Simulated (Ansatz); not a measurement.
# Σ9 (221) boundary in fcc Pt with H (interstitial): structure and resistance, part 2 of 2

Wanted: what the Σ9 (221) boundary in fcc Pt with H (interstitial) costs an interconnect.

Ansatz 0.2.0; Ansatz plane-wave DFT, PBE, PAW files; relaxation of a bicrystal slab with its lowest layers held; PAW set soft_1 (the session's first sound run).

So far. Step 2 (Relaxing the bicrystal): The largest force component on a free atom ends at 0.021 eV/Å, under the tolerance of 0.03, after 16 steps.

**3. Transmission across the boundary**

This step: Ansatz plane-wave DFT, PBE, PAW files; ballistic transport by layer matching (Landauer), zero bias; boundary relaxed in a short slab, bulk layers laid on; PAW set soft_1 (Ansatz 0.2.0).

System of this step: Σ9 (221) boundary in fcc Pt with H (interstitial). The cell holds 67 atoms: 66 Pt and 1 H. Its edges and angles: a = 2.773 Å, b = 8.319 Å, c = 51.353 Å, α = 90.0°, β = 90.0°, γ = 90.0°. It derives from Pt. Regions: lower grain, 27 atoms (27 Pt); boundary, 19 atoms (18 Pt and 1 H); upper grain, 21 atoms (21 Pt). Vacuum lies along c.

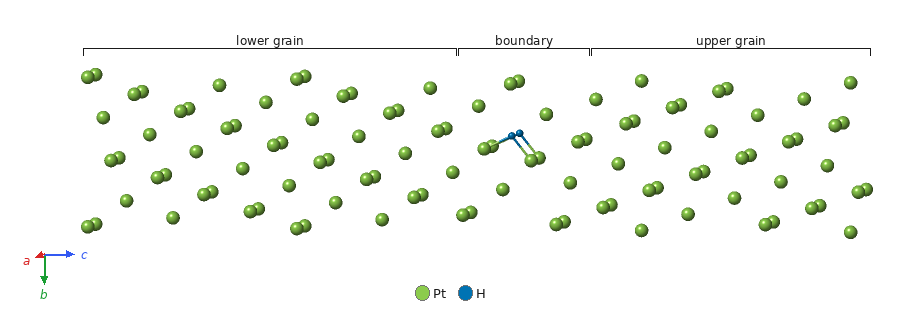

The cell of this step (platinum green, hydrogen blue). Some periodic images of atoms are drawn too.

The input, input.yaml:

```yaml
crystal:
  lattice:
    - [2.7731313745, 0.0, 0.0]
    - [0.0, 8.3193941234, 0.0]
    - [0.0, 0.0, 51.3528017433]
  atoms:
    - { symbol: Pt, position: [-17.9999999993, -9.9999999997, 0.0778925368] }
    - { symbol: Pt, position: [-17.4999999993, -9.7222222219, 0.0906208264] }
    - { symbol: Pt, position: [-16.9999999993, -9.4444444442, 0.103349116] }
    - { symbol: Pt, position: [-16.4999999994, -9.1666666664, 0.1160774057] }
    - { symbol: Pt, position: [-15.9999999994, -8.8888888886, 0.1288056953] }
    - { symbol: Pt, position: [-15.4999999994, -8.6111111109, 0.1415339849] }
    - { symbol: Pt, position: [-14.9999999994, -8.3333333331, 0.1542622745] }
    - { symbol: Pt, position: [-14.4999999994, -8.0555555553, 0.1669905641] }
    - { symbol: Pt, position: [-13.9999999995, -7.7777777776, 0.1797188538] }
    - { symbol: Pt, position: [-13.4999999995, -7.4999999998, 0.1924471434] }
    - { symbol: Pt, position: [-12.9999999995, -7.222222222, 0.205175433] }
    - { symbol: Pt, position: [-12.4999999995, -6.9444444442, 0.2179037226] }
    - { symbol: Pt, position: [-11.9999999995, -6.6666666665, 0.2306320122] }
    - { symbol: Pt, position: [-11.4999999995, -6.3888888887, 0.2433603018] }
    - { symbol: Pt, position: [-10.9999999996, -6.1111111109, 0.2560885915] }
    - { symbol: Pt, position: [-10.4999999996, -5.8333333332, 0.2688168811] }
    - { symbol: Pt, position: [-9.9999999996, -5.5555555554, 0.2815451707] }
    - { symbol: Pt, position: [-9.4999999996, -5.2777777776, 0.2942734603] }
    - { symbol: Pt, position: [-8.9999999996, -4.9999999998, 0.3070017499] }
    - { symbol: Pt, position: [-8.4999999997, -4.7222222221, 0.3197300396] }
    - { symbol: Pt, position: [-7.9999999997, -4.4444444443, 0.3324583292] }
    - { symbol: Pt, position: [-7.4999999997, -4.1666666665, 0.3451866188] }
    - { symbol: Pt, position: [-6.9999999997, -3.8888888888, 0.3579149084] }
    - { symbol: Pt, position: [-6.4999999997, -3.611111111, 0.370643198] }
    - { symbol: Pt, position: [-5.9999999997, -3.3333333332, 0.3833714876] }
    - { symbol: Pt, position: [-5.4999999998, -3.0555555554, 0.3960997773] }
    - { symbol: Pt, position: [-4.9999999998, -2.7777777777, 0.4088280669] }
    - { symbol: Pt, position: [0.5000000002, 0.5000000001, 0.4215563565] }
    - { symbol: Pt, position: [-0.0011576078, 0.7846537971, 0.435417832] }
    - { symbol: Pt, position: [0.4986108273, 0.0619652191, 0.4488639327] }
    - { symbol: Pt, position: [-0.0015577181, 0.3402884867, 0.4616076556] }
    - { symbol: Pt, position: [0.4977585824, 0.6245549869, 0.4734606586] }
    - { symbol: Pt, position: [-0.0029374419, 0.9002595835, 0.4889540626] }
    - { symbol: Pt, position: [0.4967736258, 0.1792570119, 0.501791193] }
    - { symbol: Pt, position: [-0.0031056144, 0.4563124142, 0.5122213752] }
    - { symbol: Pt, position: [0.4953716643, 0.7360873958, 0.5283760958] }
    - { symbol: Pt, position: [-0.0052295073, 0.0199081229, 0.541078844] }
    - { symbol: H, position: [0.0002485573, 0.3680182716, 0.5424987916] }
    - { symbol: Pt, position: [-0.0076475347, 0.532296465, 0.5636576622] }
    - { symbol: Pt, position: [0.4902574647, 0.2314004348, 0.5760291423] }
    - { symbol: Pt, position: [-0.0099955455, 0.9578236198, 0.5910920661] }
    - { symbol: Pt, position: [0.4905146821, 0.6873382888, 0.6023035821] }
    - { symbol: Pt, position: [-0.0104764836, 0.4042271353, 0.6149207068] }
    - { symbol: Pt, position: [0.4889933641, 0.1284455688, 0.6303198649] }
    - { symbol: Pt, position: [-0.0110716378, 0.8417458845, 0.6424428197] }
    - { symbol: Pt, position: [0.4882612501, 0.5577867604, 0.6548133812] }
    - { symbol: Pt, position: [-5.0117387499, -2.7199910174, 0.6675416708] }
    - { symbol: Pt, position: [-5.5117387499, -2.9977687951, 0.6802699604] }
    - { symbol: Pt, position: [-6.0117387499, -3.2755465729, 0.6929982501] }
    - { symbol: Pt, position: [-6.5117387499, -3.5533243507, 0.7057265397] }
    - { symbol: Pt, position: [-7.0117387498, -3.8311021285, 0.7184548293] }
    - { symbol: Pt, position: [-7.5117387498, -4.1088799062, 0.7311831189] }
    - { symbol: Pt, position: [-8.0117387498, -4.386657684, 0.7439114085] }
    - { symbol: Pt, position: [-8.5117387498, -4.6644354618, 0.7566396982] }
    - { symbol: Pt, position: [-9.0117387498, -4.9422132395, 0.7693679878] }
    - { symbol: Pt, position: [-9.5117387497, -5.2199910173, 0.7820962774] }
    - { symbol: Pt, position: [-10.0117387497, -5.4977687951, 0.794824567] }
    - { symbol: Pt, position: [-10.5117387497, -5.7755465729, 0.8075528566] }
    - { symbol: Pt, position: [-11.0117387497, -6.0533243506, 0.8202811462] }
    - { symbol: Pt, position: [-11.5117387497, -6.3311021284, 0.8330094359] }
    - { symbol: Pt, position: [-12.0117387497, -6.6088799062, 0.8457377255] }
    - { symbol: Pt, position: [-12.5117387496, -6.8866576839, 0.8584660151] }
    - { symbol: Pt, position: [-13.0117387496, -7.1644354617, 0.8711943047] }
    - { symbol: Pt, position: [-13.5117387496, -7.4422132395, 0.8839225943] }
    - { symbol: Pt, position: [-14.0117387496, -7.7199910173, 0.896650884] }
    - { symbol: Pt, position: [-14.5117387496, -7.997768795, 0.9093791736] }
    - { symbol: Pt, position: [-15.0117387495, -8.2755465728, 0.9221074632] }
kpoints:
  mp_grid: { grid: [9, 3, 1] }
hamiltonian:
  xc: pbe
  pseudopotentials: { kind: paw, azcp: { folder: soft_1 } }
scf:
  occupations: { method: fermi_dirac, width: 0.1 }
output:
  transmission:
    leads: [[14, 15], [55, 56]]
    kmesh: [22, 8]
    e_range: [-0.1, 0.1]
    de: 0.05
  write_potential: true
  write_density: true
  volumetric_format: npy
  elf: true
```

The run is started by

```sh
$ ansatz run input.yaml --threads 4 --pin off --max-ram 15360MiB --backend cpu --events-out ev --progress --plain --runs-dir out
```

Numbers of over 12 decimals in the logs are rounded to 6 here.

The program printed:

```text
[...]
Crystal: 67 atoms, lattice volume = 1184.749 Å³
Basis set: ecut = 420 eV, 23253 PW (Γ)
Bands: 714, of which v1, the nominal top of the filled ones, is band 595 counted from 1 (594 counted from 0)
Symmetry: 1 space group operations
[...]
k-points: 14 of 27 (time reversal used)
[...]
SCF iter   1: F=—  HF=-826664.820911 eV  |F-HF|=—  |Δ(HF+E_count)|=         —  Δρ=8.12e-2  dr2=1.43e2  ethr=3.10e-3  ⟨swp⟩=6.0  Hψ=34587  notcnv=0  defer=547
[...]
SCF iter  13: F=-826641.977336 eV  HF=-826641.977336 eV  |F-HF|=7.47e-8  |Δ(HF+E_count)|=   1.00e-8  Δρ=1.27e-6  dr2=7.87e-8  ethr=8.41e-12  ⟨swp⟩=12.2  Hψ=37680  notcnv=0
SCF 1 converged in 13 iterations: F = -826641.977336 eV  dr2 = 7.87e-8
[...]
transmission: 648 of 6480 steps passed
transmission: 1296 of 6480 steps passed
[...]
transmission: 6480 of 6480 steps passed
WARN: The output density's exchange-correlation potential varies sharply where the density is thin. Do not read a vacuum level from v_tot or v_xc, or from such a field of the output density. On a cell that repeats whose density bears no net charge and no dipole along the vacuum's axis use v_es (v_loc + v_h of the components); under efield.dipole_correction with no amplitude use v_es + v_field, which holds any externa [...]
SCF converged after 13 iterations
Free energy (F): -826641.977336 eV
[...]
Internal energy: -826638.404248 eV  (E = F + TS)
E sigma→0 (E₀):  -826640.190792 eV
Entropy (-TS):   -3.573087 eV (-53.330 meV/atom)
Fermi energy:    18.769032 eV
[...]
--- Band table (eV; the first three rows and the last of 14) ---
  k-point 0: bands = [... 591 lower, 18.3964, 18.4020, 18.4136, 18.4282, 18.4505, 18.4574, 18.4823, 18.5208, ... 115 higher]
  k-point 1: bands = [... 591 lower, 18.5229, 18.5267, 18.5449, 18.5497, 18.5643, 18.6019, 18.6147, 18.6326, ... 115 higher]
  k-point 2: bands = [... 591 lower, 18.5226, 18.5294, 18.5350, 18.5445, 18.5567, 18.5692, 18.5856, 18.5928, ... 115 higher]
  k-point 13: bands = [... 591 lower, 19.1283, 19.1453, 19.1636, 19.1893, 19.2025, 19.3736, 19.5287, 19.5975, ... 115 higher]
--- Transmission ---
  basis      : 203 plane waves across, 72 finite elements along
  points     : 90, standing for a mesh of 22 x 8
  energies   : 5 from -0.100000 to 0.100000 eV about the Fermi level, 0.050000 eV apart; the leads are filled to 0.000000 eV, and channels, transmission and decay are at 0.000000 eV
  crystal 0  : Pt4, at the sites [14, 15], period 2.6145 Å, over 18.30 Å; its Hamiltonian steps by up to 27.4 meV: too much for a lead, lay more layers or, if its atoms are ordered, name the step of that order
    offset         : up to 0.0000 Å between an atom of the period and one for which it stands
    channels       : 6.085227e0 a spin
    conductance    : none, the energies end too early or step too widely for 300 K: set another output.transmission.e_range or a lower de, or, where they end at an eighth of basis.ecutwfc, a higher one
[...]
channels       : 6.085227e0 a spin
[...]
junction   : crystal 0 to crystal 1, 12.82 to 38.53 Å
    transmission   : 2.803824e0 a spin
[...]
```

Elapsed: 38 min, on 4 threads of Arm Neoverse V1, shared host; peak memory 12 GiB.

In the SCF lines HF is the Harris–Foulkes energy and dr2 the Hartree energy of the density residual, in eV; the loop may stop once dr2 is under the threshold and the program's other checks hold. Hψ counts applications of the Hamiltonian.

Numbers from this step:

* free energy: -826641.9773 eV
* energy at zero smearing: -826640.1908 eV
* Fermi energy: 18.77 eV
* cell area: 23.07 Å²
* transmission per spin nearest the Fermi level: 2.804
* open channels per spin nearest the Fermi level: 6.085
* open channels per spin, upper lead: 6.085
* step of the lead's potential: 27.4 meV
* step of the upper lead's potential: 27.4 meV

Per spin. Transmission, zone mean against energy, zero at the Fermi level:

```tsv
energy (eV)	transmission, zone mean
-0.1000	2.92
-0.0500	2.85
0.0000	2.80
0.0500	2.65
0.1000	2.50
```

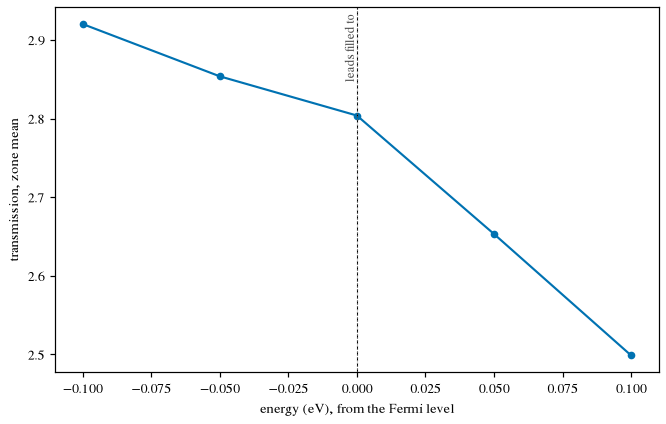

Transmission, zone mean, plotted against energy.

Per spin. Table of open channels, zone mean by energy, zero at the Fermi level:

```tsv
energy (eV)	lead	upper lead
-0.1000	6.93	6.93
-0.0500	6.53	6.58
0.0000	6.09	6.09
0.0500	5.41	5.46
0.1000	4.94	4.96
```

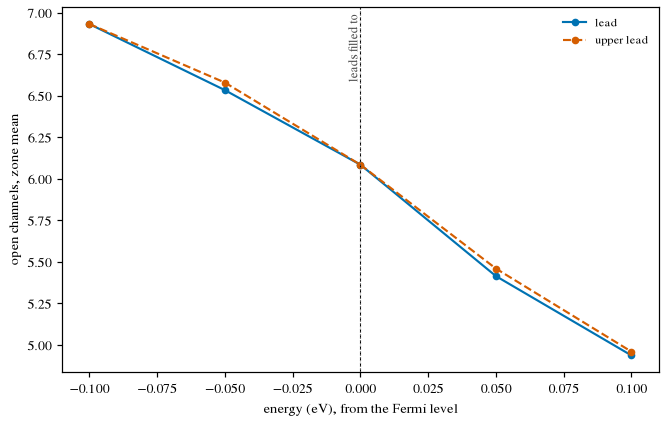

Open channels, zone mean, plotted against energy.

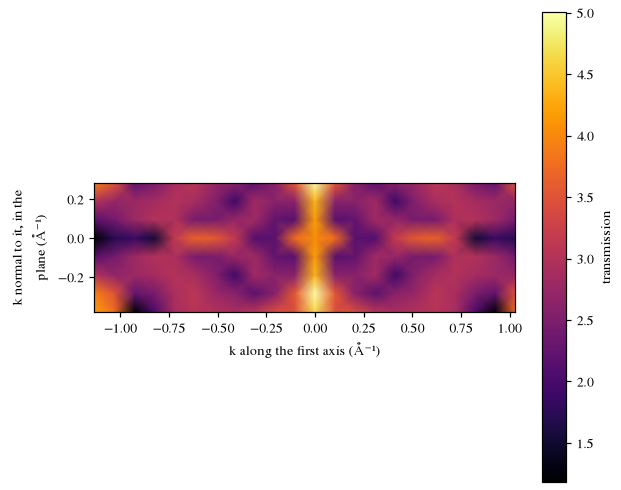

Transmission over k1 and k2. At 0.0000 eV from the Fermi level.

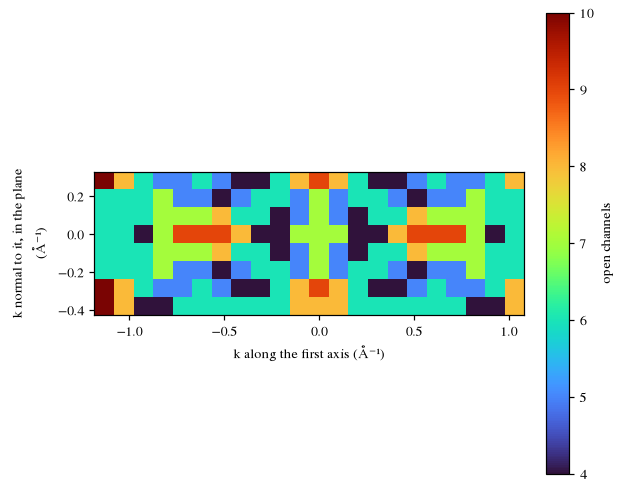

Open channels over k1 and k2. At 0.0000 eV from the Fermi level.

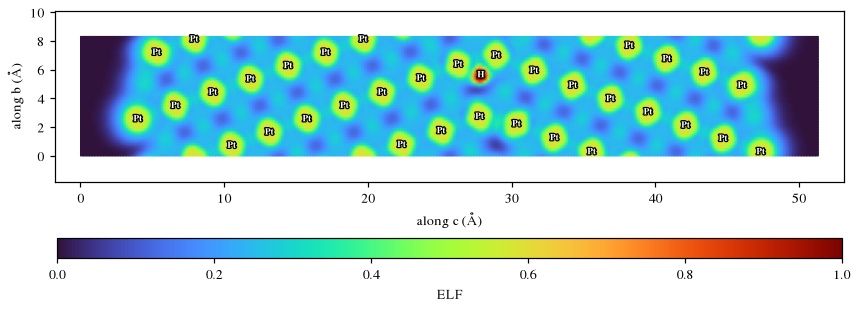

ELF in the cb plane at fractional x = 0.000, with atoms of Pt and H within 0.2 Å of it. It is the smooth field of the valence electrons, not physical close to the nuclei. The map starts off the cell's origin, so that atoms lie inside it.

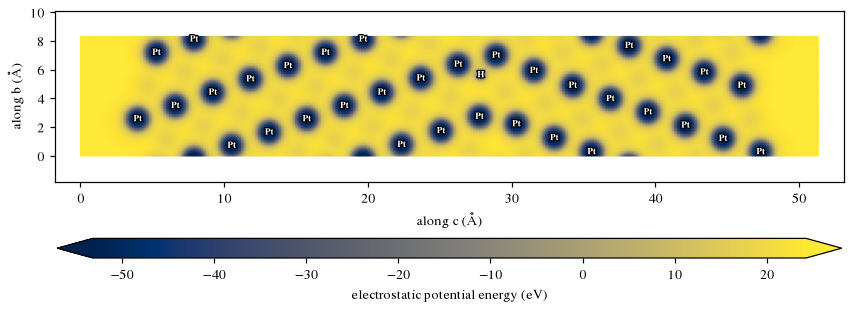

Electrostatic potential energy in the cb plane at fractional x = 0.000, with atoms of Pt and H within 0.2 Å of it. With pseudopotentials it is smooth inside the atoms' cores, unlike the true potential. The map starts off the cell's origin, so that atoms lie inside it.

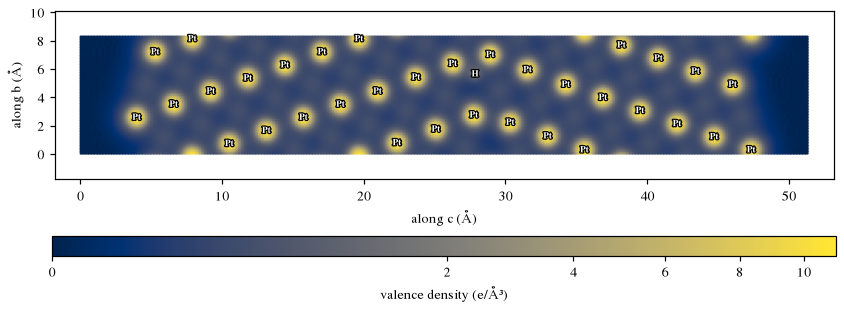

Valence density in the cb plane at fractional x = 0.000, with atoms of Pt and H within 0.2 Å of it. It is the smooth field of the valence electrons, not physical close to the nuclei. The map starts off the cell's origin, so that atoms lie inside it. The colour scale is stretched toward low values.

Over the solved energies the transmission per spin lies between 2.50 and 2.92, out of 5.98 channels of the lead on average (up to 6.93). The log calls the step of a lead's potential too much.

**4. Specific resistance**

This step: Ansatz plane-wave DFT, PBE, PAW files; ballistic transport by layer matching (Landauer), zero bias; specific resistance of the boundary; PAW set soft_1 (Ansatz 0.2.0).

Numbers from this step:

```yaml
area_resistance: 0.5874 fΩ m²
t_over_the_leads_mean_channel_count: 0.4583
```

Averaged over the energies near the Fermi level, 45.8 % of the channels pass, which makes 0.587 fΩ m².

By hand, with T and the leads' channels N averaged over the energies near the Fermi level: RA = A (h/2e²)(1/T − ½[1/N₁ + 1/N₂]) = 23.07×10⁻²⁰ m² × 12 906 Ω × (1/2.746 − ½[1/5.981 + 1/6.003]) = 0.587 fΩ m².

**5. Summary of results**

```
specific resistance of the boundary : 0.587 fΩ m²
share of channels that pass         : 0.458
```

What this shows: The boundary has a specific resistance of 0.59 fΩ m². The boundary reflects 54 % of the channels; 0.59 fΩ m² is 5.9×10⁻¹² Ω·cm². That equals the resistance of 5.4 nm of bulk Pt at 300 K (measured 10.8 µΩ cm, CRC Handbook of Chemistry and Physics, 84th ed., 2003, Electrical Resistivity of Pure Metals). One H in 23.1 Å² of boundary is a high coverage. In the relaxation the upper grain slid sideways by about 0.5 Å, so the result belongs to the position that it found, not to the starting one. One starting structure was relaxed; another shift or atom count at the boundary may lie lower. Spin-orbit coupling is left out, which matters for Pt. A lead's potential steps by up to 27 meV from period to period, which the log calls too much, so longer leads could move the result.

[Logs are printed without paths, hosts, clocks, repeated set-up lines and the standing remarks that a program may print on its own settings, such as how far it seeks lower states.]

[Hosts, paths, dates, database ids (printed as entryN), source tags and the programs' standing remarks are cut or masked in the printed files.]
